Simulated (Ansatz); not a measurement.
**Pt: geometry relaxation (part 1 of 2)**

- system: Pt (slab, 4 atoms in the cell)
- method: DFT PBEsol, scalar-relativistic, plane waves, PAW, no spin polarisation (Ansatz 0.2.0)

The structure derives from an entry of the Crystallography Open Database. The input holds or restrains some coordinates. Forces given for the steps count only the free coordinates. It belongs to a series of runs on one base structure; here: clean slab, lower half held. Figures and captions count atoms from 1; the log counts them from 0 in places.

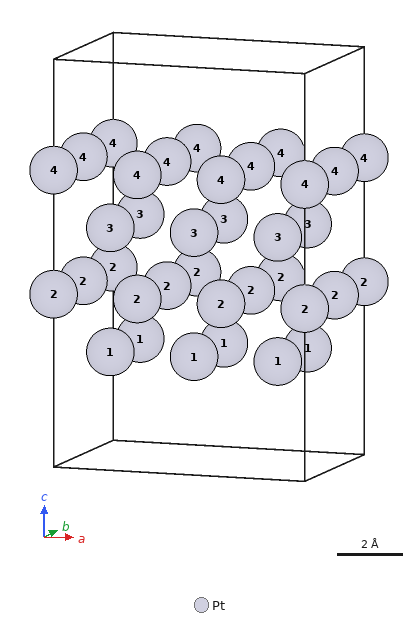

Figure 1. The structure as given in the input (spheres-only view of the 3 × 2 repeat of the cell, with the vacuum cut short, seen slightly off an axis; atoms are numbered from 1 in the order of the input). An atom can appear more than once, as a periodic image.

## Input
```yaml
crystal:
  lattice:
    - [2.7704872837, 0.0, 0.0]
    - [0.0, 2.7704872837, 0.0]
    - [0.0, 0.0, 22.8770910366]
  atoms:
    - { symbol: Pt, position: [0.5, 0.5, 0.3715507355] }
    - { symbol: Pt, position: [0.0, 0.0, 0.4571835785] }
    - { symbol: Pt, position: [0.5, 0.5, 0.5428164215] }
    - { symbol: Pt, position: [0.0, 0.0, 0.6284492645] }
basis:
  ecutwfc: 420
kpoints:
  mp_grid: { grid: [10, 10, 1] }
hamiltonian:
  xc: pbesol
scf:
  occupations: { method: gaussian, width: 0.1 }
output:
  forces: true
  eigenvalues: true
  write_density: true
  write_potential: true
  elf: true
  volumetric_format: npy
relax:
  adjacent_minimum: "off"
  f_tol: 0.03
  max_steps: 70
  constraints: [{ sites: [0, 1] }]
efield:
  axis: 3
  dipole_correction: true
  ramp_width: 0.04
```

Hardware: 2 threads of Intel Xeon (Granite Rapids), 32 GiB of memory available, shared host.

Run as:
```bash
ansatz run input.yaml --threads 2 --pin off --max-ram 5120MiB --backend cpu --events-out ev --progress --plain --runs-dir out
```

## What the program printed
```
Engine: ansatz 0.2.0, x86_64-unknown-linux-gnu
Pseudopotentials: kind: paw
Pseudopotential: Pt, paw, valence charge 18, recommended cutoff 420 eV (normal), Pt.paw.azcp
Functional definition: PBEsol
  exchange = pbesol_x
  correlation = pbesol_c
Crystal: 4 atoms, lattice volume = 175.595 Å³
Basis set: ecut = 420 eV, 3489 PW (Γ), exchange–correlation on 40×40×320 points (8 copies of the dense FFT grid, shifted against one another)
Bands: 44, of which v1, the nominal top of the filled ones, is band 36 counted from 1 (35 counted from 0)
Symmetry: 8 space group operations
k-points: 21 of 100
Non-local potential: Pt, projectors of the file, l = 0: 3, l = 1: 2, l = 2: 2, l = 3: 1
PAW form: soft (Blöchl's): semilocal exchange-correlation on the pseudo side does not see the compensation charge
PAW frozen core: Pt, regenerated for the run's functional, and the local potential with it (the file was generated under x = pbe(κ = 0.804, μ = 0.2195149727645171), c = pbe(β = 0.06672455060314922))
PAW one-centre angular grid: Pt, 590 points (default); XC on 64 Gauss nodes
Initial density: superposition of atomic densities (neutral atoms: chi_scale 0, normalization atom), corrected by the library's trained network
Initial wavefunctions: pseudopotential atomic-orbital guess
Functional: x = pbesol(κ = 0.804, μ = 0.12345679012345678), c = pbesol(β = 0.046)
SCF iter   1: F=—  HF=-49533.167332 eV  |F-HF|=—  |Δ(HF+E_count)|=         —  Δρ=8.74e-3  dr2=6.18e-1  ethr=1.77e-3  p=0.000 e·Å  D=5.77e-14 V/Å  ΔV_dip=-0.00 eV  dr2_dipole=9.62e-7  V_vac-E_F(+/−)=5.27/5.27 eV  ⟨swp⟩=8.8  Hψ=4250  notcnv=0  defer=4
efield: sawtooth ramp at fractional position 0.9800 (placed from the atoms, in the widest stretch of the axis that holds none; the zero of the levels goes with the place), width 0.0400; the density the first Hamiltonian is built on has a dipole p = 0.000 e·Å; the dipole correction subtracts the counter field D = 5.77e-14 V/Å, which shifts the + side's vacuum level by -0.00 eV against the − side's; the planar-averaged density in the ramp window peaks in size at 5.2e-6 e/Å³
preconditioner: auto → LDOS  [metal: Δε(μ)=0.005 eV  Ē_g=7.482 eV  σ=0.100 eV  W_gap=0.03  n_scr=36 (ndim 8)  ℏωp=17.7 eV  f_vac=0.591  D(μ)=7.61/eV (n_scr^D=64)  β→1.0]
SCF iter   2: F=—  HF=-49533.142295 eV  |F-HF|=—  |Δ(HF+E_count)|=   2.50e-2  Δρ=5.80e-3  dr2=8.65e-2  ethr=8.58e-4  p=-0.000 e·Å  D=-2.36e-5 V/Å  ΔV_dip=0.00 eV  dr2_dipole=9.80e-7  V_vac-E_F(+/−)=5.81/5.81 eV  ⟨swp⟩=3.0  Hψ=1505  notcnv=0  defer=39
SCF iter   3: F=—  HF=-49533.138117 eV  |F-HF|=—  |Δ(HF+E_count)|=   4.18e-3  Δρ=2.52e-3  dr2=8.20e-2  ethr=1.20e-4  p=0.000 e·Å  D=2.38e-6 V/Å  ΔV_dip=-0.00 eV  dr2_dipole=5.73e-10  V_vac-E_F(+/−)=5.63/5.63 eV  ⟨swp⟩=2.2  Hψ=1500  notcnv=0  defer=39
SCF iter   4: F=—  HF=-49533.132089 eV  |F-HF|=—  |Δ(HF+E_count)|=   6.03e-3  Δρ=9.29e-4  dr2=1.83e-3  ethr=1.14e-4  p=0.000 e·Å  D=3.52e-6 V/Å  ΔV_dip=-0.00 eV  dr2_dipole=1.50e-8  V_vac-E_F(+/−)=5.78/5.78 eV  ⟨swp⟩=2.0  Hψ=1110  notcnv=0  defer=39
SCF iter   5: F=—  HF=-49533.132100 eV  |F-HF|=—  |Δ(HF+E_count)|=   1.15e-5  Δρ=3.44e-4  dr2=3.59e-4  ethr=2.55e-6  p=0.000 e·Å  D=1.54e-6 V/Å  ΔV_dip=-0.00 eV  dr2_dipole=3.56e-9  V_vac-E_F(+/−)=5.77/5.77 eV  ⟨swp⟩=3.0  Hψ=1560  notcnv=0  defer=39
SCF iter   6: F=—  HF=-49533.132163 eV  |F-HF|=—  |Δ(HF+E_count)|=   6.25e-5  Δρ=7.47e-5  dr2=2.47e-5  ethr=4.99e-7  p=0.000 e·Å  D=5.30e-7 V/Å  ΔV_dip=-0.00 eV  dr2_dipole=5.52e-10  V_vac-E_F(+/−)=5.77/5.77 eV  ⟨swp⟩=2.1  Hψ=1318  notcnv=0  defer=39
SCF iter   7: F=-49533.132170 eV  HF=-49533.132166 eV  |F-HF|=3.33e-6  |Δ(HF+E_count)|=   3.53e-6  Δρ=3.05e-5  dr2=6.48e-7  ethr=3.12e-8  p=0.000 e·Å  D=5.04e-7 V/Å  ΔV_dip=-0.00 eV  dr2_dipole=2.66e-10  V_vac-E_F(+/−)=5.77/5.77 eV  ⟨swp⟩=20.7  Hψ=9379  notcnv=0
SCF 1 converged in 7 iterations: F = -49533.132170 eV  dr2 = 6.48e-7
  greatest PAW one-centre occupation: 1.000 electrons in one spin orbital (limit 2), on the Pt atom at site 2 (counted from 0), in its partial waves of l = 0
relax step   1: F+E_penalty+E_count = -49533.13216970 eV  Δ(F+E_penalty+E_count) = +0.000e0 eV  max|allowed force component| = 4.372e-1 eV/Å  Δτ_max = 0.0000 Å  (7 SCF iters, dr2 threshold 2.25e-5 eV, accepted)
Initial density: handed on by an earlier stage of this run
Initial wavefunctions: those handed on with the density
iter 1 solved again at ethr=2.78e-3 eV; its pass at ethr=3.10e-3 eV (dr2=2.00e0 eV) is discarded
SCF iter   1: F=—  HF=-49533.177831 eV  |F-HF|=—  |Δ(HF+E_count)|=         —  Δρ=1.40e-2  dr2=1.92e0  ethr=2.78e-3  p=-0.000 e·Å  D=-8.07e-7 V/Å  ΔV_dip=0.00 eV  dr2_dipole=5.67e-1  V_vac-E_F(+/−)=5.68/5.68 eV  ⟨swp⟩=1.1  Hψ=3449  notcnv=0  defer=28
efield: sawtooth ramp at fractional position 0.9800 (handed on by an earlier solve), width 0.0400; the density the first Hamiltonian is built on has a dipole p = -0.000 e·Å; the dipole correction subtracts the counter field D = -8.07e-7 V/Å, which shifts the + side's vacuum level by +0.00 eV against the − side's; the planar-averaged density in the ramp window peaks in size at 3.9e-6 e/Å³
preconditioner: auto → LDOS  [metal: Δε(μ)=0.021 eV  Ē_g=7.753 eV  σ=0.100 eV  W_gap=0.12  n_scr=36 (ndim 8)  ℏωp=17.7 eV  f_vac=0.598  D(μ)=5.80/eV (n_scr^D=44)  β→1.0]
SCF iter   2: F=—  HF=-49533.152396 eV  |F-HF|=—  |Δ(HF+E_count)|=   2.54e-2  Δρ=5.69e-3  dr2=1.68e-1  ethr=2.67e-3  p=-0.011 e·Å  D=-1.13e-2 V/Å  ΔV_dip=0.26 eV  dr2_dipole=1.81e-3  V_vac-E_F(+/−)=6.01/5.75 eV  ⟨swp⟩=2.0  Hψ=1097  notcnv=0  defer=28
SCF iter   3: F=—  HF=-49533.132942 eV  |F-HF|=—  |Δ(HF+E_count)|=   1.95e-2  Δρ=3.15e-3  dr2=3.30e-2  ethr=2.34e-4  p=0.007 e·Å  D=7.39e-3 V/Å  ΔV_dip=-0.17 eV  dr2_dipole=7.54e-4  V_vac-E_F(+/−)=5.59/5.76 eV  ⟨swp⟩=2.8  Hψ=1686  notcnv=0  defer=34
SCF iter   4: F=—  HF=-49533.126495 eV  |F-HF|=—  |Δ(HF+E_count)|=   6.45e-3  Δρ=8.01e-4  dr2=3.31e-3  ethr=4.58e-5  p=0.001 e·Å  D=1.32e-3 V/Å  ΔV_dip=-0.03 eV  dr2_dipole=4.61e-5  V_vac-E_F(+/−)=5.72/5.75 eV  ⟨swp⟩=2.1  Hψ=1390  notcnv=0  defer=35
SCF iter   5: F=—  HF=-49533.126442 eV  |F-HF|=—  |Δ(HF+E_count)|=   5.31e-5  Δρ=4.46e-4  dr2=1.32e-3  ethr=4.59e-6  p=0.001 e·Å  D=1.05e-3 V/Å  ΔV_dip=-0.02 eV  dr2_dipole=1.07e-5  V_vac-E_F(+/−)=5.72/5.75 eV  ⟨swp⟩=2.1  Hψ=1302  notcnv=0  defer=40
SCF iter   6: F=—  HF=-49533.126409 eV  |F-HF|=—  |Δ(HF+E_count)|=   3.29e-5  Δρ=1.42e-4  dr2=8.89e-5  ethr=1.83e-6  p=0.001 e·Å  D=1.10e-3 V/Å  ΔV_dip=-0.03 eV  dr2_dipole=8.76e-7  V_vac-E_F(+/−)=5.72/5.74 eV  ⟨swp⟩=1.7  Hψ=999  notcnv=0  defer=40
SCF iter   7: F=—  HF=-49533.126410 eV  |F-HF|=—  |Δ(HF+E_count)|=   1.64e-6  Δρ=5.89e-5  dr2=1.21e-5  ethr=1.23e-7  p=0.001 e·Å  D=1.16e-3 V/Å  ΔV_dip=-0.03 eV  dr2_dipole=1.34e-7  V_vac-E_F(+/−)=5.72/5.74 eV  ⟨swp⟩=2.0  Hψ=1269  notcnv=0  defer=40
SCF iter   8: F=-49533.126416 eV  HF=-49533.126417 eV  |F-HF|=9.14e-7  |Δ(HF+E_count)|=   6.95e-6  Δρ=2.45e-5  dr2=1.91e-6  ethr=1.66e-8  p=0.001 e·Å  D=1.09e-3 V/Å  ΔV_dip=-0.02 eV  dr2_dipole=1.19e-8  V_vac-E_F(+/−)=5.72/5.74 eV  ⟨swp⟩=21.1  Hψ=8914  notcnv=0
SCF 2 converged in 8 iterations: F = -49533.126416 eV  dr2 = 1.91e-6
relax step   2: F+E_penalty+E_count = -49533.12641628 eV  Δ(F+E_penalty+E_count) = +5.753e-3 eV  max|allowed force component| = 5.859e-1 eV/Å  Δτ_max = 0.1765 Å  (8 SCF iters, dr2 threshold 1.19e-5 eV, rejected (line search))
iter 1 solved again at ethr=3.96e-4 eV; its pass at ethr=3.10e-3 eV (dr2=2.85e-1 eV) is discarded
SCF iter   1: F=—  HF=-49533.158880 eV  |F-HF|=—  |Δ(HF+E_count)|=         —  Δρ=6.26e-3  dr2=3.19e-1  ethr=3.96e-4  p=0.001 e·Å  D=1.09e-3 V/Å  ΔV_dip=-0.02 eV  dr2_dipole=9.44e-2  V_vac-E_F(+/−)=5.75/5.78 eV  ⟨swp⟩=1.4  Hψ=3237  notcnv=0  defer=39
efield: sawtooth ramp at fractional position 0.9800 (handed on by an earlier solve), width 0.0400; the density the first Hamiltonian is built on has a dipole p = 0.001 e·Å; the dipole correction subtracts the counter field D = 1.09e-3 V/Å, which shifts the + side's vacuum level by -0.02 eV against the − side's; the planar-averaged density in the ramp window peaks in size at 1.7e-6 e/Å³
eigensolver tolerance schedule calibrated: the retry pair's looser diagonalisation under-reported the residual by θ = 0.11 (0.12/decade); ethr = c·dr2/N_el runs at the constant in force after the calibration composes with the one it found (an armed cap, an earlier calibration), c = 6.9e-2
preconditioner: auto → LDOS  [metal: Δε(μ)=0.017 eV  Ē_g=7.681 eV  σ=0.100 eV  W_gap=0.10  n_scr=36 (ndim 8)  ℏωp=17.7 eV  f_vac=0.595  D(μ)=7.24/eV (n_scr^D=62)  β→1.0]
SCF iter   2: F=—  HF=-49533.153247 eV  |F-HF|=—  |Δ(HF+E_count)|=   5.63e-3  Δρ=2.51e-3  dr2=3.46e-2  ethr=3.06e-4  p=0.006 e·Å  D=5.77e-3 V/Å  ΔV_dip=-0.13 eV  dr2_dipole=2.97e-3  V_vac-E_F(+/−)=5.63/5.76 eV  ⟨swp⟩=2.1  Hψ=1364  notcnv=0  defer=39
SCF iter   3: F=—  HF=-49533.150350 eV  |F-HF|=—  |Δ(HF+E_count)|=   2.90e-3  Δρ=1.71e-3  dr2=1.21e-2  ethr=3.31e-5  p=-0.003 e·Å  D=-3.25e-3 V/Å  ΔV_dip=0.07 eV  dr2_dipole=3.89e-4  V_vac-E_F(+/−)=5.83/5.75 eV  ⟨swp⟩=2.7  Hψ=1665  notcnv=0  defer=39
SCF iter   4: F=—  HF=-49533.148251 eV  |F-HF|=—  |Δ(HF+E_count)|=   2.10e-3  Δρ=6.67e-4  dr2=1.23e-3  ethr=1.16e-5  p=-0.001 e·Å  D=-8.50e-4 V/Å  ΔV_dip=0.02 eV  dr2_dipole=6.97e-5  V_vac-E_F(+/−)=5.77/5.76 eV  ⟨swp⟩=2.1  Hψ=1323  notcnv=0  defer=39
SCF iter   5: F=—  HF=-49533.147979 eV  |F-HF|=—  |Δ(HF+E_count)|=   2.73e-4  Δρ=2.40e-4  dr2=2.08e-4  ethr=1.18e-6  p=0.000 e·Å  D=1.95e-4 V/Å  ΔV_dip=-0.00 eV  dr2_dipole=6.62e-7  V_vac-E_F(+/−)=5.75/5.76 eV  ⟨swp⟩=2.1  Hψ=1402  notcnv=0  defer=39
SCF iter   6: F=—  HF=-49533.147957 eV  |F-HF|=—  |Δ(HF+E_count)|=   2.16e-5  Δρ=9.50e-5  dr2=3.12e-5  ethr=2.00e-7  p=0.001 e·Å  D=5.84e-4 V/Å  ΔV_dip=-0.01 eV  dr2_dipole=1.04e-7  V_vac-E_F(+/−)=5.74/5.76 eV  ⟨swp⟩=2.0  Hψ=1385  notcnv=0  defer=39
SCF iter   7: F=—  HF=-49533.147955 eV  |F-HF|=—  |Δ(HF+E_count)|=   1.74e-6  Δρ=2.81e-5  dr2=5.99e-6  ethr=2.99e-8  p=0.001 e·Å  D=6.18e-4 V/Å  ΔV_dip=-0.01 eV  dr2_dipole=1.20e-8  V_vac-E_F(+/−)=5.74/5.76 eV  ⟨swp⟩=2.4  Hψ=1607  notcnv=0  defer=39
SCF iter   8: F=—  HF=-49533.147956 eV  |F-HF|=—  |Δ(HF+E_count)|=   6.89e-7  Δρ=9.93e-6  dr2=4.65e-7  ethr=5.74e-9  p=0.001 e·Å  D=6.30e-4 V/Å  ΔV_dip=-0.01 eV  dr2_dipole=3.08e-8  V_vac-E_F(+/−)=5.74/5.76 eV  ⟨swp⟩=1.6  Hψ=1052  notcnv=0  defer=39
SCF iter   9: F=—  HF=-49533.147956 eV  |F-HF|=—  |Δ(HF+E_count)|=   3.03e-7  Δρ=4.88e-6  dr2=1.13e-7  ethr=9.57e-11  p=0.001 e·Å  D=6.12e-4 V/Å  ΔV_dip=-0.01 eV  dr2_dipole=1.69e-11  V_vac-E_F(+/−)=5.74/5.76 eV  ⟨swp⟩=19.1  Hψ=7877  notcnv=0
iter 10 did not close the SCF: its close was put off until two iterations running show no level that it waits for move by more than its bar (scf_convergence_deferred on its scf_iter line)
SCF iter  10: F=-49533.147956 eV  HF=-49533.147956 eV  |F-HF|=2.98e-8  |Δ(HF+E_count)|=   6.63e-8  Δρ=2.35e-6  dr2=2.34e-8  ethr=9.57e-11  p=0.001 e·Å  D=6.06e-4 V/Å  ΔV_dip=-0.01 eV  dr2_dipole=4.85e-10  V_vac-E_F(+/−)=5.74/5.76 eV  ⟨swp⟩=12.0  Hψ=6538  notcnv=0
SCF iter  11: F=-49533.147956 eV  HF=-49533.147956 eV  |F-HF|=1.57e-8  |Δ(HF+E_count)|=   3.23e-8  Δρ=8.47e-7  dr2=2.96e-9  ethr=2.24e-11  p=0.001 e·Å  D=6.06e-4 V/Å  ΔV_dip=-0.01 eV  dr2_dipole=2.35e-12  V_vac-E_F(+/−)=5.74/5.76 eV  ⟨swp⟩=9.0  Hψ=6257  notcnv=0
SCF 3 converged in 11 iterations: F = -49533.147956 eV  dr2 = 2.96e-9
relax step   3: F+E_penalty+E_count = -49533.14795634 eV  Δ(F+E_penalty+E_count) = -1.579e-2 eV  max|allowed force component| = 5.773e-2 eV/Å  Δτ_max = 0.0860 Å  (11 SCF iters, accepted)
```
